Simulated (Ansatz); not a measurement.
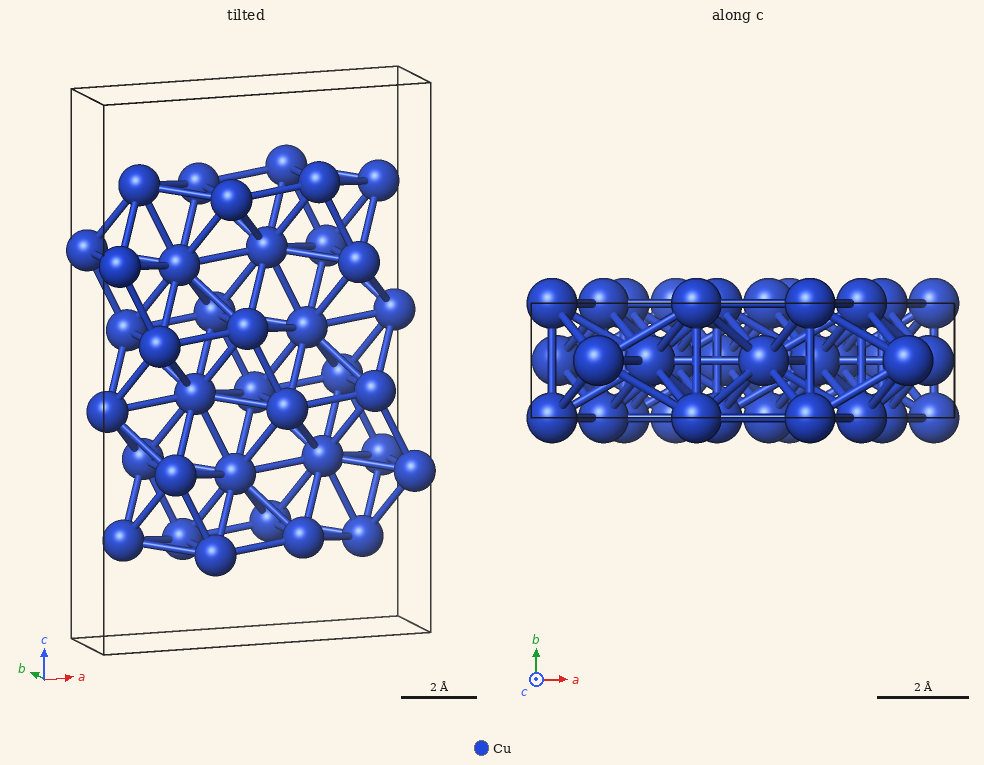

Ball-and-stick representation of a periodic structure, projected slightly off an axis and along the c axis. The box is the conventional unit cell; atoms on or close to its faces, edges and corners are drawn wherever they repeat.

Cu, space group C2/m (No. 12), a = 9.32 Å, b = 2.52 Å, c = 14.96 Å, α = 90.00°, β = 90.00°, γ = 90.00°.

Electronic-structure method: DFT PBEsol, scalar-relativistic, plane waves, PAW (Ansatz). Parameters: a plane-wave cutoff of 420 eV, k-points about 0.18 Å⁻¹ apart, Gaussian smearing of 0.1 eV, no spin polarisation.

**What is the band gap, if any?**

A metal: bands cross the Fermi level.

**Would the cell expand or shrink if it could?**

The computed pressure is -2.3 GPa (stretched: it would shrink).

It derives from a structure listed in the Materials Project, from which a slab was cut. Earlier steps of the study, as a rule a relaxation of our own, may have changed the cell and positions, so they can lie some per cent off the listed ones. It went into a calculation with Ansatz.
